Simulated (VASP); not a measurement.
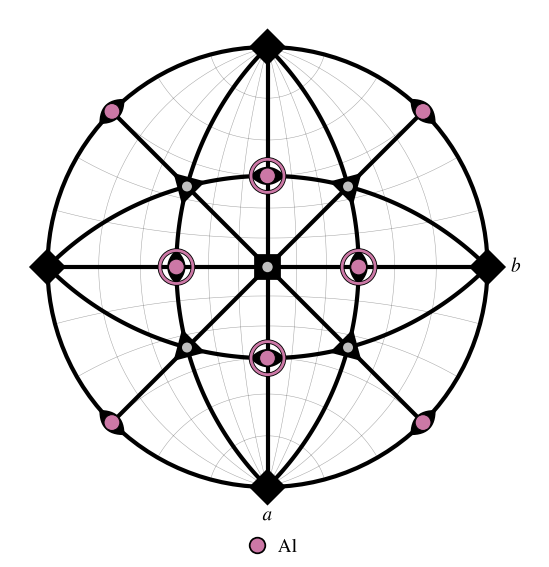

For Al, coordinates from a relaxation with VASP 6.6.1, VASP Kohn-Sham DFT of a periodic cell, rev-vdW-DF2, VASP PAW PBE potentials, recommended: directions from one aluminium atom at (0, 0, 0) to its bonded neighbours, in stereographic projection down c (filled: above the plane of the page or in it, open: below). Geometry calculated from the standardised cell; symmetry tolerance 0.002 Å.

Neighbours are counted up to 2.95 Å for Al. The symmetry elements of the site are drawn in: heavy lines are mirror planes (a heavy rim: a mirror in the plane of the page); lens, triangle, square and hexagon are 2-, 3-, 4- and 6-fold axes, a lens in an open square is −4, a triangle in an open hexagon −6; thin dashed diameters join the ends of axes that lie in the page; a small open circle marks inversion.

```cif
data_structure
_symmetry_space_group_name_H-M 'P 1'
_symmetry_Int_Tables_number 1
_cell_length_a 4.0391
_cell_length_b 4.0391
_cell_length_c 4.0391
_cell_angle_alpha 90.000
_cell_angle_beta 90.000
_cell_angle_gamma 90.000
_cell_volume 65.90
loop_
_atom_site_label
_atom_site_type_symbol
_atom_site_fract_x
_atom_site_fract_y
_atom_site_fract_z
_atom_site_occupancy
Al1 Al 0.00000 0.00000 0.00000 1
Al2 Al 0.00000 0.50000 0.50000 1
Al3 Al 0.50000 0.00000 0.50000 1
Al4 Al 0.50000 0.50000 0.00000 1
```

Q: How many neighbours are there, and at what angles?

A: 12: 12 Al at 2.86 Å. Angles between bonds: 60° (24×), 90° (12×), 120° (24×), 180° (6×).

Q: What is the site's symmetry in the crystal?

A: Point group m-3m (Oh), order 48: three fourfold axes, four threefold axes, six twofold axes, nine mirror planes, an inversion centre. In No. 225, Fm-3m this is Wyckoff position 4a.
